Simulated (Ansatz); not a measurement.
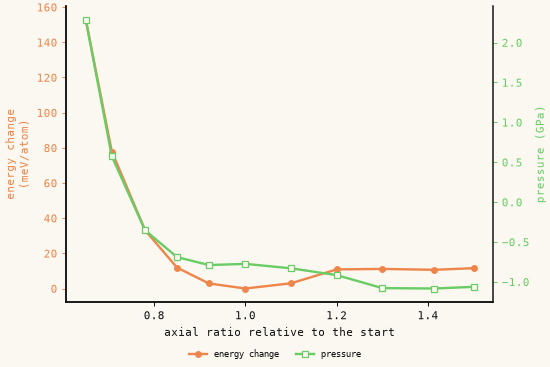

The figure shows the energy change and pressure against relative axial ratio for Tl, space group Im-3m (No. 229).

Structure:
```
CELL_PARAMETERS angstrom
-1.94100 1.94100 1.94100
1.94100 -1.94100 1.94100
1.94100 1.94100 -1.94100
ATOMIC_POSITIONS crystal
Tl 0.00000 0.00000 0.00000
```

How it was computed, with Ansatz 0.2.0: deformation of a crystal at fixed volume, lengths along the axis scaled against those across it, fractional coordinates fixed, by plane-wave density functional theory with PAW datasets, free energies less that of the undisturbed cell, pressure positive in compression; scalar-relativistic. Level: PBEsol, no spin polarisation.

- wave cutoff: 420 eV
- k mesh: 20×20×20
- occupations: Gaussian
- smearing width: 0.15 eV
- k shift: (0, 0, 0) (mesh steps)
- start: as given
- path: tetragonal
- axis direction: (0, 0, 1) (Cartesian unit vector)

Question: At which relative axial ratio is the energy change least?

Answer: The lowest computed point is at relative axial ratio 1.000 (0 meV/atom).

Question: How does the pressure vary with relative axial ratio?

Answer: It falls from 2.285 GPa at relative axial ratio 0.650 to −1.063 GPa at 1.500, and changes sign near 0.75.

Note: reference crystal is not relaxed.
